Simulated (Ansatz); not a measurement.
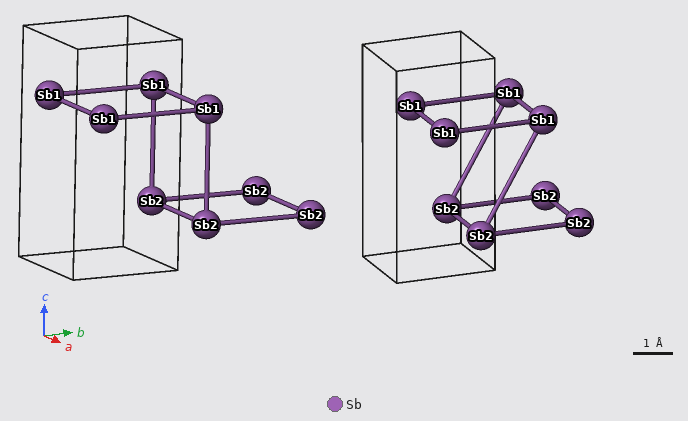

Two geometries of solid Sb (set up in P-1), drawn at one scale. One is the start of a relaxation, the other its converged end. A ball-and-stick model of the cell of the calculation, reduced to other axes, repeated 2 × 2 × 1 with one cell outlined, seen slightly off an axis. Lengths and directions refer to the drawn axes.

Method: DFT PBEsol, scalar-relativistic, plane waves, PAW (Ansatz). Set-up: plane-wave cutoff 420 eV; k-point mesh 12 × 12 × 6; occupations gaussian; smearing width 0.15 eV; no spin polarisation; cell and atoms relaxed; force threshold 0.01 eV/Å; at most 80 steps.

Question: Which of the two is the end point?

Answer: The left one is the relaxed one. Case: all atoms moved at random, sigma 0.1 Å for each component, cell strained at random, sigma 0.1; relaxed back. The largest moves relative to the cell, 0.92 Å, are those of Sb1 and Sb2. Sb1 goes roughly along [−1 −3 0]. Cell: a 3.204 → 3.060 Å (−4.5 %), b 3.268 → 3.058 Å (−6.4 %), c 5.638 → 6.134 Å (+8.8 %), α 92.2° → 90.0°, β 90.2° → 90.0°, γ 112.7° → 90.0°. Volume +5.5 %. Some distances before and after: Sb1–Sb2 3.136 → 4.332 Å, Sb1–Sb2 (another image) 3.409 → 3.067 Å, Sb1–Sb1 3.268 → 3.058 Å, Sb1–Sb1 (another image) 3.204 → 3.060 Å. Among the angles between lasting bonds that change: Sb1–Sb2–Sb1 118.4° → 179.9°, Sb1–Sb2–Sb2 121.6° → 90.0°, Sb1–Sb2–Sb2 58.4° → 90.0°. The space group (tolerance 0.01 Å) goes from P-1 (No. 2) to Pm-3m (No. 221). Over 12 accepted moves (14 points after the start) the energy falls by 180 meV per atom. Largest force component: 0.26 eV/Å at the start, 0.0006 eV/Å at the end. Pressure: −0.68 GPa at the start and 0.00 GPa at the end. The SCF was repeated twice at an unchanged geometry on a basis and grid sized afresh for the cell, which shifted the energy by 7.3 meV per atom at most.
